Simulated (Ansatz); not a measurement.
## How KCl (Sylvite, Fm-3m) expands on warming

Aim: the lattice, expansion, heat capacity and bulk modulus of KCl (Sylvite) as it warms.

What experiment has found for this phase:
- volume expansion coefficient 111.3 1e-6/K and heat capacity C_P per formula unit 51.7 J/mol/K near room temperature (given in “High-Throughput Prediction of Finite-Temperature Properties using the Quasi-Harmonic Approximation”, 2016, arXiv:1603.06924)
- volume expansion coefficient 114.9 1e-6/K near room temperature (given in “Descriptors for thermal expansion in solids”, 2017, arXiv:1701.03966)

Main program and level: Ansatz 0.2.0; DFT LDA, scalar-relativistic, plane waves, PAW, in the first sound run; inputs show where later runs differ.

### 1. Starting point

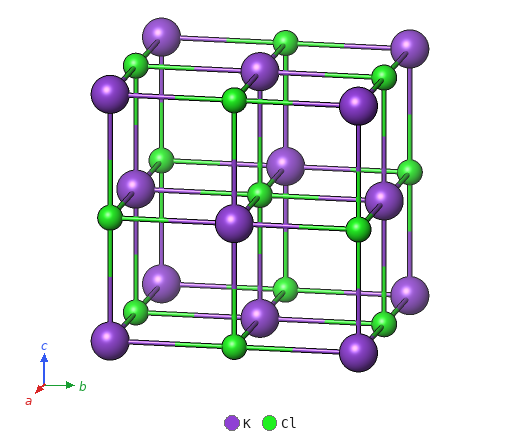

The cell as given, slightly off an axis (potassium purple, chlorine green). This picture shows the conventional cell, with its axes. Some periodic images of atoms are drawn too.

### 2. A first coarse run

A cheap single point shows whether the cell is a metal or an insulator and how far it is from rest; that sets the k-mesh and the occupations of what follows.

Contents of input.yaml:

```yaml
crystal:
  lattice:
    - [0.0, 3.14647, 3.14647]
    - [3.14647, 0.0, 3.14647]
    - [3.14647, 3.14647, 0.0]
  atoms:
    - { symbol: K, position: [0.0, 0.0, 0.0] }
    - { symbol: Cl, position: [0.5, 0.5, 0.5] }
kpoints:
  mp_grid: { grid: [6, 6, 6] }
hamiltonian:
  xc: lda
scf:
  occupations: { method: gaussian, width: 0.1 }
output:
  forces: true
  stress: true
  eigenvalues: true
```

Run with:

```console
> ansatz run input.yaml --threads 4 --pin off --max-ram 16384MiB --backend cpu --events-out ev --progress --plain --runs-dir out
```

Numbers of over 12 decimals in the logs are rounded to 6 here.

Output:

```text
Engine: ansatz 0.2.0, aarch64-unknown-linux-gnu
Pseudopotentials: kind: paw
Pseudopotential: K, paw, valence charge 9, recommended cutoff 420 eV (normal), K.paw.azcp
Pseudopotential: Cl, paw, valence charge 7, recommended cutoff 420 eV (normal), Cl.paw.azcp
Functional definition: SPW92
  exchange = slater_x
  correlation = pw_c
Crystal: 2 atoms, lattice volume = 62.302 Å³
Basis set: ecut = 420 eV, 1243 PW (Γ)
Bands: 12, of which v1, the nominal top of the filled ones, is band 8 counted from 1 (7 counted from 0)
Symmetry: 48 space group operations
Space group: Fm-3m (ITA 225), of the structure as read, at distance tolerance 4.0e-5 Å
k-points: 16 of 216
Non-local potential: K, projectors of the file, l = 0: 3, l = 1: 2, l = 2: 2
Non-local potential: Cl, projectors of the file, l = 0: 2, l = 1: 2, l = 2: 2
PAW form: soft (Blöchl's): semilocal exchange-correlation on the pseudo side does not see the compensation charge
PAW frozen core: K, regenerated for the run's functional, and the local potential with it (the file was generated under x = pbe(κ = 0.804, μ = 0.219515), c = pbe(β = 0.066725))
PAW frozen core: Cl, regenerated for the run's functional, and the local potential with it (the file was generated under x = pbe(κ = 0.804, μ = 0.219515), c = pbe(β = 0.066725))
PAW one-centre angular grid: K, 110 points (default); XC on 64 Gauss nodes
PAW one-centre angular grid: Cl, 110 points (default); XC on 64 Gauss nodes
Initial density: superposition of atomic densities (neutral atoms: chi_scale 0, normalization atom), corrected by the library's trained network
Initial wavefunctions: pseudopotential atomic-orbital guess
Functional: x = slater, c = lda
SCF iter   1: F=—  HF=-2544.258324 eV  |F-HF|=—  |Δ(HF+E_count)|=         —  Δρ=6.14e-3  dr2=2.30e-2  ethr=1.77e-3  ⟨swp⟩=5.4  Hψ=1178  notcnv=0
preconditioner: auto → none  [insulator: Δε(μ)=4.622 eV  Ē_g=14.845 eV  σ=0.100 eV  W_gap=1.00  n_scr=14 (ndim 8)  ℏωp=17.6 eV  f_vac=0.081  D(μ)=0.00/eV (n_scr^D=0)  ε∞_Penn≈2.4]
SCF iter   2: F=—  HF=-2544.250398 eV  |F-HF|=—  |Δ(HF+E_count)|=   7.93e-3  Δρ=2.80e-3  dr2=2.13e-3  ethr=1.44e-4  ⟨swp⟩=2.2  Hψ=386  notcnv=0
SCF iter   3: F=—  HF=-2544.249746 eV  |F-HF|=—  |Δ(HF+E_count)|=   6.52e-4  Δρ=9.37e-4  dr2=3.14e-4  ethr=1.33e-5  ⟨swp⟩=2.3  Hψ=309  notcnv=0
SCF iter   4: F=—  HF=-2544.249649 eV  |F-HF|=—  |Δ(HF+E_count)|=   9.70e-5  Δρ=8.65e-5  dr2=3.86e-6  ethr=1.96e-6  ⟨swp⟩=2.2  Hψ=255  notcnv=0
SCF iter   5: F=—  HF=-2544.249649 eV  |F-HF|=—  |Δ(HF+E_count)|=   5.53e-8  Δρ=1.47e-5  dr2=3.34e-8  ethr=2.41e-8  ⟨swp⟩=2.8  Hψ=298  notcnv=0
SCF iter   6: F=-2544.249649 eV  HF=-2544.249649 eV  |F-HF|=3.82e-11  |Δ(HF+E_count)|=   9.01e-9  Δρ=8.98e-7  dr2=2.63e-10  ethr=2.09e-10  ⟨swp⟩=1.9  Hψ=643  notcnv=0
SCF 1 converged in 6 iterations: F = -2544.249649 eV  dr2 = 2.63e-10
  greatest PAW one-centre occupation: 0.985 electrons in one spin orbital (limit 2), on the K atom at site 0 (counted from 0), in its partial waves of l = 0
SCF converged after 6 iterations
Free energy (F): -2544.249649 eV
Harris-Foulkes:  -2544.249649 eV  (|F-HF|=3.82e-11)
Internal energy: -2544.249649 eV  (E = F + TS)
E sigma→0 (E₀):  -2544.249649 eV
Fermi energy:    2.959890 eV
--- Per-component energies (eV) ---
  E_band       = -134.551910
  E_kinetic    = 414.715583
  E_local      = -837.013784  (includes V_loc(G=0)·N_el)
  E_nonlocal   = 45.499935
  E_hartree    = 278.027148
  E_xc         = -238.994810
  E_vxc        = -285.129303  (∫ρ·V_xc dr)
  E_paw        = -1367.911162  (= ΣΔE_a)
  E_vpaw       = -28.678811  (= ΣTr[D̂ρ^β])
  E_aug_tail   = 0.000095  (compensation charges beyond the density's cutoff)
  E_ewald      = -839.020646
  E_core_change = 0.447992  (= ΣΔE_core)
  E_smearing   = -0.000000  (= −TS)
  E_closure    = 0.000000  (closes the sum)
  Σ components = -2544.249649   (vs F -2544.249649, Δ=0.00e0)
--- Forces (eV/Å), atoms counted from 1 ---
  atom   1  K     -0.00000000    -0.00000000    -0.00000000
  atom   2  Cl     0.00000000    -0.00000000    -0.00000000
  max |Σ_I F_I| component: 5.42e-30 eV/Å
--- Stress (GPa, compression-positive) ---
       -1.959901       0.000000      -0.000000
        0.000000      -1.959901       0.000000
        0.000000       0.000000      -1.959901
  P = ⅓ Tr σ = -1.9599 GPa (-19.599 kbar)
--- Band table (eV; the first three rows and the last of 16) ---
  k-point 0: bands = [... 4 lower, -9.9507, 0.5872, 0.5872, 0.5872, 5.3302, 8.6625, 8.6625, 8.6625]
  k-point 1: bands = [... 4 lower, -9.8851, 0.2438, 0.4957, 0.4957, 5.9868, 8.4661, 9.0096, 9.0096]
  k-point 2: bands = [... 4 lower, -9.7637, -0.3079, 0.3232, 0.3232, 7.2261, 8.5103, 9.9508, 9.9508]
  k-point 15: bands = [... 4 lower, -9.8966, -0.0203, 0.1370, 0.2064, 7.4866, 9.1483, 9.2925, 10.4674]
```

The job ended after 0.79 s (4 threads of Arm Neoverse V2, shared host; peak memory 0.28 GiB).

Reading the cycles: dr2 is the Hartree energy of the density residual (eV), the measure of convergence; HF is the Harris–Foulkes estimate of the energy, which meets the free energy F at convergence.

This step gave:

| Item | Value |
| --- | --- |
| pressure | -1.960 GPa |
| gap on the k-mesh | 4.743 eV |
| volume per atom | 31.15 Å³ |

The start is under -2.0 GPa at this level and looks like an insulator or semiconductor on this mesh.

### 3. Finding the static equilibrium

The vibrations must be taken about the equilibrium of this functional, not about the starting cell, so the structure is relaxed.

input.yaml, the sections that differ from step 2:

```yaml
scf:
  occupations: { method: gaussian, width: 0.02 }
relax:
  adjacent_minimum: "off"
  f_tol: 0.005
  max_steps: 80
  cell: { stress_tol: 0.05 }
# crystal, kpoints, hamiltonian, output: as in step 2
```

Output:

```text
[...]
Crystal: 2 atoms, lattice volume = 62.302 Å³
Basis set: ecut = 420 eV, 1243 PW (Γ)
Bands: 12, of which v1, the nominal top of the filled ones, is band 8 counted from 1 (7 counted from 0)
Symmetry: 48 space group operations
[...]
k-points: 16 of 216
[...]
SCF iter   1: F=—  HF=-2544.258325 eV  |F-HF|=—  |Δ(HF+E_count)|=         —  Δρ=6.14e-3  dr2=2.29e-2  ethr=1.77e-3  ⟨swp⟩=6.0  Hψ=1226  notcnv=0
[...]
SCF iter   6: F=-2544.249649 eV  HF=-2544.249649 eV  |F-HF|=1.57e-10  |Δ(HF+E_count)|=   1.00e-8  Δρ=1.13e-6  dr2=4.83e-10  ethr=1.86e-10  ⟨swp⟩=1.9  Hψ=613  notcnv=0
SCF 1 converged in 6 iterations: F = -2544.249649 eV  dr2 = 4.83e-10
[...]
relax step   1: F+E_penalty+E_count = -2544.24964890 eV  Δ(F+E_penalty+E_count) = +0.000e0 eV  max|allowed force component| = 3.497e-29 eV/Å  Δτ_max = 0.0000 Å  P = -1.960 GPa  Ω = 62.302 Å³  (6 SCF iters, dr2 threshold 1.00e-7 eV, accepted)
Crystal: 2 atoms, lattice volume = 58.814 Å³
Basis set: ecut = 420 eV, 1139 PW (Γ)
[...]
iter 1 solved again at ethr=1.74e-5 eV; its pass at ethr=3.10e-3 eV (dr2=2.78e-3 eV) is discarded
[...]
SCF iter   6: F=-2544.282822 eV  HF=-2544.282822 eV  |F-HF|=1.45e-9  |Δ(HF+E_count)|=   2.69e-8  Δρ=2.45e-6  dr2=3.75e-9  ethr=1.25e-9  ⟨swp⟩=5.0  Hψ=880  notcnv=0
SCF 2 converged in 6 iterations: F = -2544.282822 eV  dr2 = 3.75e-9
relax step   2: F+E_penalty+E_count = -2544.28282244 eV  Δ(F+E_penalty+E_count) = -3.317e-2 eV  max|allowed force component| = 4.700e-30 eV/Å  Δτ_max = 0.0000 Å  P = -1.022 GPa  Ω = 58.814 Å³  energy of the carried Pulay correction = +7.349e-5 eV  (6 SCF iters, dr2 threshold 2.00e-7 eV, accepted)
Crystal: 2 atoms, lattice volume = 55.433 Å³
Basis set: ecut = 420 eV, 1067 PW (Γ)
[...]
SCF iter   5: F=-2544.291432 eV  HF=-2544.291432 eV  |F-HF|=1.52e-8  |Δ(HF+E_count)|=   1.76e-7  Δρ=9.22e-6  dr2=2.64e-8  ethr=1.25e-9  ⟨swp⟩=5.1  Hψ=961  notcnv=0
SCF 3 converged in 5 iterations: F = -2544.291432 eV  dr2 = 2.64e-8
relax step   3: F+E_penalty+E_count = -2544.29143155 eV  Δ(F+E_penalty+E_count) = -8.609e-3 eV  max|allowed force component| = 4.733e-30 eV/Å  Δτ_max = 0.0000 Å  P = +0.293 GPa  Ω = 55.433 Å³  energy of the carried Pulay correction = +1.489e-4 eV  (5 SCF iters, dr2 threshold 2.00e-7 eV, accepted)
[...]
relax step   4: F+E_penalty+E_count = -2544.29200104 eV  Δ(F+E_penalty+E_count) = -5.695e-4 eV  max|allowed force component| = 2.314e-29 eV/Å  Δτ_max = 0.0000 Å  P = -0.028 GPa  Ω = 56.152 Å³  energy of the carried Pulay correction = +1.325e-4 eV  (4 SCF iters, dr2 threshold 2.00e-7 eV, accepted)
[...]
SCF iter   1: F=—  HF=-2544.291908 eV  |F-HF|=—  |Δ(HF+E_count)|=         —  Δρ=6.07e-5  dr2=2.78e-7  ethr=9.86e-7  ⟨swp⟩=2.7  Hψ=1668  notcnv=0
eigensolver tolerance schedule: the retry pair's looser diagonalisation over-reported the residual by 566.61 of it (diagonalisation noise at 0.22 of the residual, at the tolerance the schedule requests for it); recorded, not acted on — ethr = c·dr2/N_el stays at c = 1.0e-1
[...]
SCF iter   2: F=—  HF=-2544.291904 eV  |F-HF|=—  |Δ(HF+E_count)|=   4.50e-6  Δρ=2.94e-5  dr2=6.04e-8  ethr=1.74e-9  ⟨swp⟩=2.3  Hψ=300  notcnv=0
[...]
SCF iter   5: F=-2544.291904 eV  HF=-2544.291904 eV  |F-HF|=0.00e0  |Δ(HF+E_count)|=  4.55e-13  Δρ=1.10e-7  dr2=1.94e-12  ethr=1.00e-12  ⟨swp⟩=5.0  Hψ=704  notcnv=0
SCF 5 converged in 5 iterations: F = -2544.291904 eV  dr2 = 1.94e-12
relax step   5: F+E_penalty+E_count = -2544.29190392 eV  Δ(F+E_penalty+E_count) = +9.712e-5 eV  max|allowed force component| = 1.880e-29 eV/Å  Δτ_max = 0.0000 Å  P = -0.029 GPa  Ω = 56.152 Å³  stress off target by 2.92e-2 GPa  SCF on the basis re-selected at this cell (its energy is not comparable with the rows above)  (5 SCF iters)
basis re-selected at this cell: Δ(F+E_penalty+E_count) = +9.712e-5 eV, ΔP = -0.001 GPa vs the last step (what re-selecting the basis moved, of the pressure what is left beyond the Pulay correction that the steps carried, after the strain that the cell walked since its last selection, with what the two solves' SCF thresholds leave and, on support functions, any second-order correction that the steps lacked; it is no m [...]
SCF converged after 5 iterations
Free energy (F): -2544.291904 eV
[...]
Internal energy: -2544.291904 eV  (E = F + TS)
E sigma→0 (E₀):  -2544.291904 eV
Fermi energy:    3.887608 eV
[...]
--- Stress (GPa, compression-positive) ---
       -0.029233      -0.000000      -0.000000
       -0.000000      -0.029233      -0.000000
       -0.000000      -0.000000      -0.029233
  P = ⅓ Tr σ = -0.0292 GPa (-0.292 kbar)
--- Band table (eV; the first three rows and the last of 16) ---
  k-point 0: bands = [... 4 lower, -8.9809, 1.3339, 1.3339, 1.3339, 6.4412, 9.4325, 9.4325, 9.4325]
  k-point 1: bands = [... 4 lower, -8.8952, 0.9277, 1.2149, 1.2149, 7.1593, 9.2606, 9.8177, 9.8177]
  k-point 2: bands = [... 4 lower, -8.7364, 0.2780, 0.9935, 0.9935, 8.3746, 9.4992, 10.8678, 10.8678]
  k-point 15: bands = [... 4 lower, -8.9115, 0.6656, 0.7942, 0.9122, 8.2297, 10.1952, 10.5416, 11.6524]
--- Relaxed structure (4 steps of the walk, 4 accepted, 1 SCFs on fresh bases) ---
  F+E_penalty+E_count = -2544.29190392 eV   max|allowed force component| = 1.880e-29 eV/Å   (the final SCF, on the basis selected at the relaxed cell)
  cell:  # Å, volume = 56.1521 Å³
    - [0, 3.039335, 3.039335]
    - [3.039335, 0, 3.039335]
    - [3.039335, 3.039335, 0]
  atoms:
    - { symbol: K, position: [0, 0, 0] }
    - { symbol: Cl, position: [0.500000, 0.500000, 0.500000] }
```

Run time: 1.2 s. Hardware: 4 threads; peak memory 0.3 GiB.

Step by step:

| step | energy less that of the first step (eV) | largest force component (eV/Å) | pressure (GPa) | volume (Å³) |
| --- | --- | --- | --- | --- |
| 1 | 0.0000 | 0.0000 | -1.96 | 62.30 |
| 2 | -0.0332 | 0.0000 | -1.02 | 58.81 |
| 3 | -0.0418 | 0.0000 | 0.29 | 55.43 |
| 4 | -0.0424 | 0.0000 | -0.03 | 56.15 |
| 5* | -0.0423 | 0.0000 | -0.03 | 56.15 |

Relaxation steps marked * repeat the geometry before them on a plane-wave basis chosen anew for their cell, so energy and pressure can jump there.

The run keeps the 48 symmetry operations that it works with, so distortions that break them were not tested.

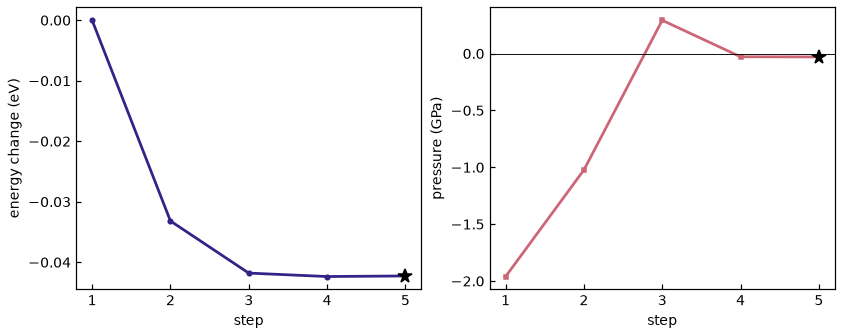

Energy and pressure along the relaxation. Stars mark steps on a basis chosen anew.

| conventional cell, symmetrised | before | after | change |
| --- | --- | --- | --- |
| a (Å) | 6.293 | 6.079 | -3.4 % |
| b (Å) | 6.293 | 6.079 | -3.4 % |
| c (Å) | 6.293 | 6.079 | -3.4 % |
| volume (Å³/atom) | 31.15 | 28.08 | -9.9 % |

The relaxed structure:

```cif
data_structure
_symmetry_space_group_name_H-M 'P 1'
_symmetry_Int_Tables_number 1
_cell_length_a 4.2983
_cell_length_b 4.2983
_cell_length_c 4.2983
_cell_angle_alpha 60.000
_cell_angle_beta 60.000
_cell_angle_gamma 60.000
_cell_volume 56.15
loop_
_atom_site_label
_atom_site_type_symbol
_atom_site_fract_x
_atom_site_fract_y
_atom_site_fract_z
_atom_site_occupancy
K1 K 0.00000 0.00000 0.00000 1
Cl2 Cl 0.50000 0.50000 0.50000 1
```

Numbers from this step:

* pressure: -0.02923 GPa
* gap on the k-mesh: 5.107 eV
* volume per atom: 28.08 Å³

The relaxation ends with a pressure of -0.03 GPa.

### 4. A second relaxation

The relaxation is run once more from where the first one ended, as the script does after a large change of volume or of the gap, with mesh and occupations reviewed.

input.yaml: that of step 3 with these lines changed.

```diff
@@ -2,5 +2,5 @@
   lattice:
-    - [0.0, 3.14647, 3.14647]
-    - [3.14647, 0.0, 3.14647]
-    - [3.14647, 3.14647, 0.0]
+    - [0.0, 3.0393353159, 3.0393353159]
+    - [3.0393353159, 0.0, 3.0393353159]
+    - [3.0393353159, 3.0393353159, 0.0]
   atoms:
```

Output:

```text
[...]
Crystal: 2 atoms, lattice volume = 56.152 Å³
Basis set: ecut = 420 eV, 1067 PW (Γ)
Bands: 12, of which v1, the nominal top of the filled ones, is band 8 counted from 1 (7 counted from 0)
Symmetry: 48 space group operations
[...]
k-points: 16 of 216
[...]
k-point 15: bands = [... 4 lower, -8.9115, 0.6656, 0.7942, 0.9122, 8.2297, 10.1952, 10.5416, 11.6524]
--- Relaxed structure (1 steps of the walk, 1 accepted, 1 SCFs on fresh bases) ---
[...]
cell:  # Å, volume = 56.1521 Å³
    - [0.0, 3.0393353159, 3.0393353159]
    - [3.0393353159, 0.0, 3.0393353159]
    - [3.0393353159, 3.0393353159, 0.0]
  atoms:
    - { symbol: K, position: [0.0, 0.0, 0.0] }
    - { symbol: Cl, position: [0.5, 0.5, 0.5] }
[key lines of the parts left out:]
SCF converged after 4 iterations
Free energy (F): -2544.291904 eV
Fermi energy:    3.887608 eV
P = ⅓ Tr σ = -0.0292 GPa (-0.292 kbar)
```

The job ended after 1 s (4 threads; peak memory 0.29 GiB).

Little changed from the start: no atom moved by 0.005 Å and no cell edge by 0.1 %.

(Continued in part 2 of 4.)

[Logs are printed without paths, hosts, clocks, repeated set-up lines and the standing remarks that a program may print on its own settings, such as how far it seeks lower states.]

[Hosts, paths, dates, database ids (printed as entryN), source tags and the programs' standing remarks are cut or masked in the printed files.]

[A step with changed settings may run another functional than the one named; its input shows which.]
